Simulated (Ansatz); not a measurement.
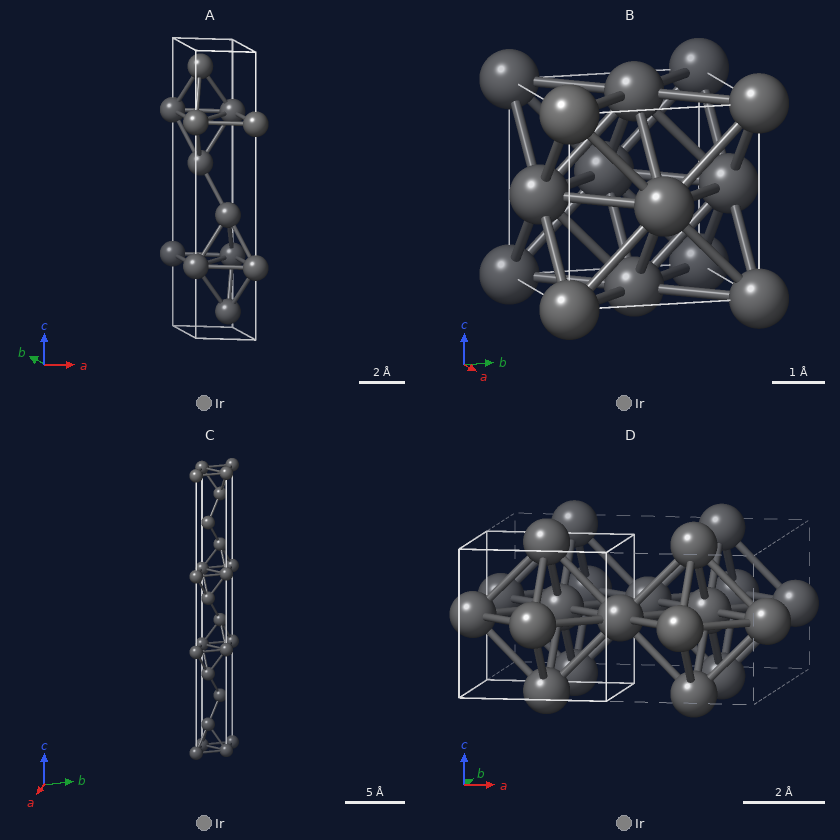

Four structures of Ir, each relaxed to rest (conventional cells in solid outline, small ones repeated, each panel with its own scale). Method: DFT PBE, scalar-relativistic, plane waves, PAW (Ansatz 0.2.0), without spin polarisation.

> Name the structure in each panel.

A: 6 atoms a cell on a primitive hexagonal lattice, P6_3/mmc; B: face-centred cubic (Cu type), Fm-3m; C: 11 atoms a cell on a primitive hexagonal lattice, P-3m1; D: 3 atoms a cell on a primitive cubic lattice, Pm-3m.

> Which of these is lowest in energy, and how far above it do the others lie?

B, then C (+21 meV/atom), A (+30 meV/atom) and D (+782 meV/atom), energies at zero smearing.

> Collect the results in a table.

| panel | structure | E − E(lowest) (meV/atom) | volume (Å³/atom) | gap (eV) |
| --- | --- | --- | --- | --- |
| B | Fm-3m | 0 | 14.5 | metal |
| C | P-3m1 | 21 | 14.5 | metal |
| A | P6_3/mmc | 30 | 14.5 | metal |
| D | Pm-3m | 782 | 17.3 | metal |

Some of these may be structure types tried for this composition rather than known phases, and the most stable form need not be among them. Gaps are taken on the k-mesh or band path of each run.
